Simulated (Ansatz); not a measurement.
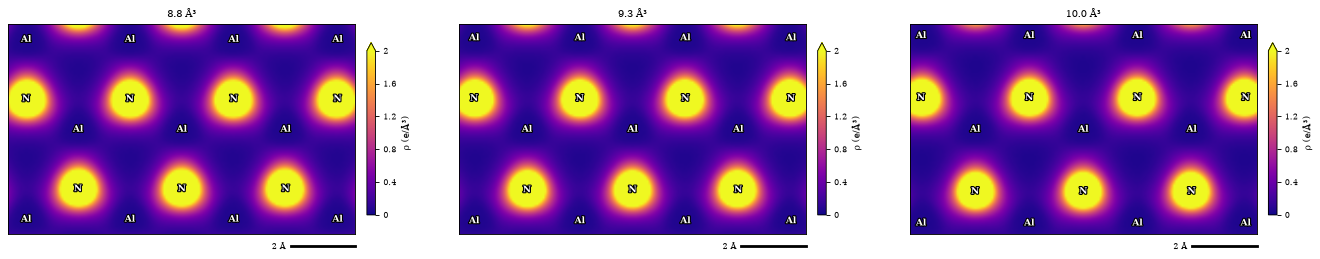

AlN. The valence pseudo-density of cells scaled evenly to different volumes (given per atom above each panel), on the (001) plane of each (indices in the axes of the cell below), at one length scale and on one colour scale.

A structure from a database of computed crystals, not necessarily the ambient phase.

These are results of Ansatz, DFT PBEsol, scalar-relativistic, plane waves, PAW, not measurements.

Core electrons are frozen (PAW), and the valence fields are smoothed inside the atomic spheres.

The largest cell:

```yaml
crystal:
  lattice:
    - [3.34560, 0.00000, 0.00000]
    - [-1.67280, 2.89737, 0.00000]
    - [0.00000, 0.00000, 4.12980]
  atoms:
    - { symbol: Al, position: [0.33333, 0.66667, 0.75000] }
    - { symbol: Al, position: [0.66667, 0.33333, 0.25000] }
    - { symbol: N, position: [0.33333, 0.66667, 0.25000] }
    - { symbol: N, position: [0.66667, 0.33333, 0.75000] }
```

| volume (Å³/atom) | Al–N contact in the plane (Å) | ρ at its midpoint (e/Å³) | pressure (GPa) | gap on the mesh (eV) | 
| --- | --- | --- | --- | --- |
| 8.83 | 1.853 | 0.712 | 26.1 | 4.07 | 
| 9.30 | 1.885 | 0.675 | 11.4 | 3.71 | 
| 9.54 | 1.901 | ? | ? | ? | 
| 10.01 | 1.932 | 0.626 | −5.1 | 3.20 | 

### Estimate the missing row, and compare with the calculation.

Over the known rows ln ρ falls by 1.63 per Å of Al–N distance (a least-squares line), which gives 0.658 e/Å³ at 1.901 Å; the calculation gives 0.659 e/Å³. For the pressure, a straight line in volume between the neighbouring rows gives 5.8 GPa; the calculation gives 5.2, lower because pressure rises ever faster on compression. For the gap on the mesh, a straight line in volume between the neighbouring rows gives 3.54 eV; the calculation gives 3.54.
